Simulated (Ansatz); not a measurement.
**Ni: single-point calculation (part 1 of 3)**

System: Ni (14 atoms in the cell).
Method: DFT, PBE, plane waves, PAW, spin-polarised (Ansatz 0.2.0).

The structure derives from an entry of the Crystallography Open Database. Figures and captions count atoms from 1; the log counts them from 0 in places.

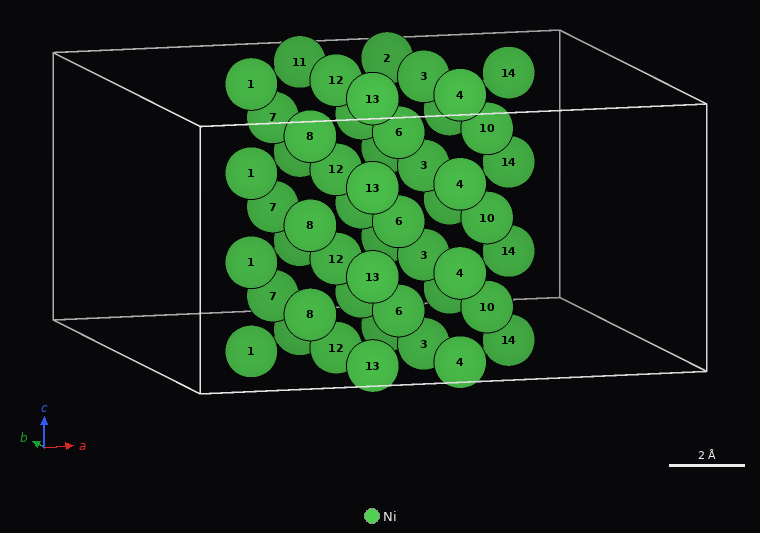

**Figure 1.** The structure (spheres-only view of the 3 repeat of the cell, with the vacuum cut short, seen slightly off an axis; atoms are numbered from 1 in the order of the input). An atom can appear more than once, as a periodic image.

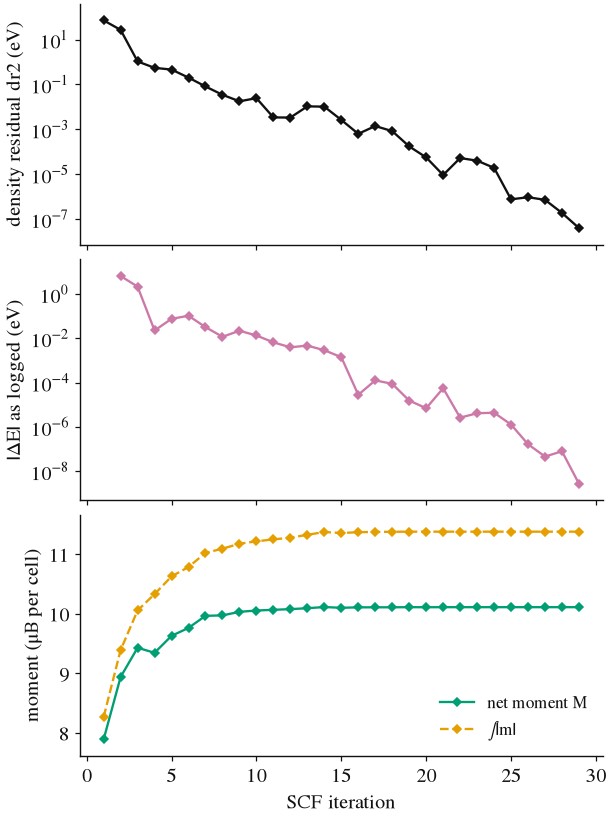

**Figure 2.** Convergence of the self-consistent field: density residual dr2, size of the energy change and magnetic moment against the SCF iteration. The residual falls unevenly and jumps up by a factor of two or more 3 times on the way down. The net moment goes from 7.9 to 10.1 μB per cell.

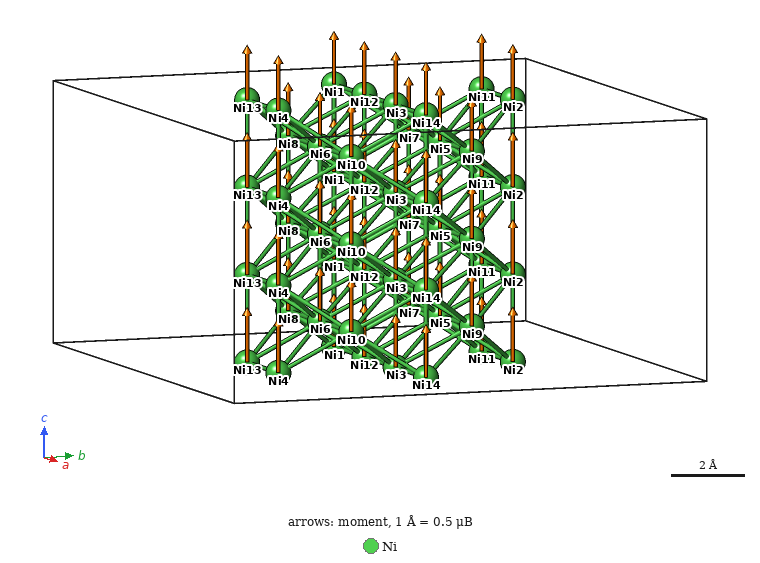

**Figure 3.** Magnetic moments of the sites as orange arrows (ball-and-stick view of the 3 repeat of the cell, with the vacuum cut short, seen slightly off an axis; atoms are numbered from 1 in the order of the input); small moments hardly show. The run is collinear, so the axis drawn is arbitrary. Site moments: Ni2, Ni4, Ni11, Ni13 (0.77 μB); Ni5, Ni6 (0.76 μB); Ni1, Ni3, Ni7, Ni8, Ni9, Ni10 and 2 more (0.75 μB). They are counted near the atoms and needn't add up to the moment of the cell.

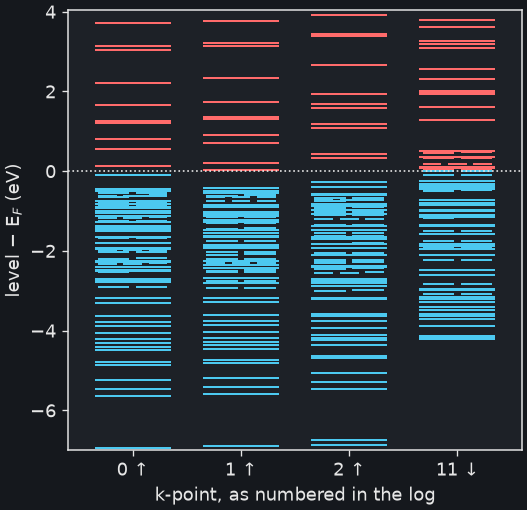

**Figure 4.** Kohn–Sham levels near the Fermi level (dotted) at the few k-points that the log prints; levels within 0.02 eV of each other stand side by side. The system is metallic on the full mesh.

The input and output of the run follow.

The input
```yaml
crystal:
  lattice:
    - [16.5, 0.0, 0.0]
    - [0.0, 16.3, 0.0]
    - [0.0, 0.0, 2.4277117371]
  atoms:
    - { symbol: Ni, position: [0.2808865711, 0.5, 0.0], spin: 0.75 }
    - { symbol: Ni, position: [0.5744394942, 0.7115285463, 0.0], spin: 0.75 }
    - { symbol: Ni, position: [0.5744943057, 0.5, 0.0], spin: 0.75 }
    - { symbol: Ni, position: [0.5744394942, 0.2884714537, 0.0], spin: 0.75 }
    - { symbol: Ni, position: [0.5, 0.6082725718, 0.5], spin: 0.75 }
    - { symbol: Ni, position: [0.5, 0.3917274282, 0.5], spin: 0.75 }
    - { symbol: Ni, position: [0.3495278418, 0.6087054556, 0.5], spin: 0.75 }
    - { symbol: Ni, position: [0.3495278418, 0.3912945444, 0.5], spin: 0.75 }
    - { symbol: Ni, position: [0.6504721582, 0.6087054556, 0.5], spin: 0.75 }
    - { symbol: Ni, position: [0.6504721582, 0.3912945444, 0.5], spin: 0.75 }
    - { symbol: Ni, position: [0.4255605058, 0.7115285463, 0.0], spin: 0.75 }
    - { symbol: Ni, position: [0.4255056943, 0.5, 0.0], spin: 0.75 }
    - { symbol: Ni, position: [0.4255605058, 0.2884714537, 0.0], spin: 0.75 }
    - { symbol: Ni, position: [0.7191134289, 0.5, 0.0], spin: 0.75 }
basis:
  ecutwfc: 420
  ecutrho_ratio: 9
kpoints:
  mp_grid: { grid: [1, 1, 22] }
hamiltonian:
  xc: pbe
scf:
  occupations: { method: gaussian, width: 0.05 }
  lower_state_search: "off"
output:
  forces: true
  eigenvalues: true
  stress: true
magnetization:
  spin_polarized: true
```

Launch command:
```bash
ansatz run input.yaml --threads 4 --pin off --max-ram 11264MiB --backend cpu --events-out ev --progress --plain --runs-dir out
```

The program's output
```
Engine: ansatz 0.2.0, x86_64-unknown-linux-gnu
Pseudopotentials: kind: paw
Pseudopotential: Ni, paw, valence charge 18, recommended cutoff 420 eV (normal), Ni.paw.azcp
Functional definition: PBE
  parameter kappa = 0.804
  parameter beta = 0.06672455060314922
  exchange = pbe_x(kappa = kappa, mu = beta*pi^2/3)
  correlation = pbe_c(beta = beta)
Crystal: 14 atoms, lattice volume = 652.933 Å³
Basis set: ecut = 420 eV, 12645 PW (Γ), exchange–correlation on 360×360×50 points (8 copies of the dense FFT grid, shifted against one another)
Bands: 158, of which v1, the nominal top of the filled ones, is band 126 counted from 1 (125 counted from 0)
Symmetry: 8 space group operations
Space group: Pmmm (ITA 47), of the structure as read, at distance tolerance 8.7e-5 Å
Magnetic group: BNS 47.249 (UNI 347), of the structure as read, at distance tolerance 8.7e-5 Å
k-points: 12 of 22
Non-local potential: Ni, projectors of the file, l = 0: 3, l = 1: 2, l = 2: 3, l = 3: 1
PAW form: soft (Blöchl's): semilocal exchange-correlation on the pseudo side does not see the compensation charge
PAW one-centre angular grid: Ni, 590 points (default); XC on 64 Gauss nodes
Initial density: superposition of atomic densities (neutral atoms: chi_scale 0, normalization atom)
Starting moments: Σ|m| = 10.5 μB on 14 of 14 sites
Initial wavefunctions: pseudopotential atomic-orbital guess
Functional: x = pbe(κ = 0.804, μ = 0.2195149727645171), c = pbe(β = 0.06672455060314922)
```
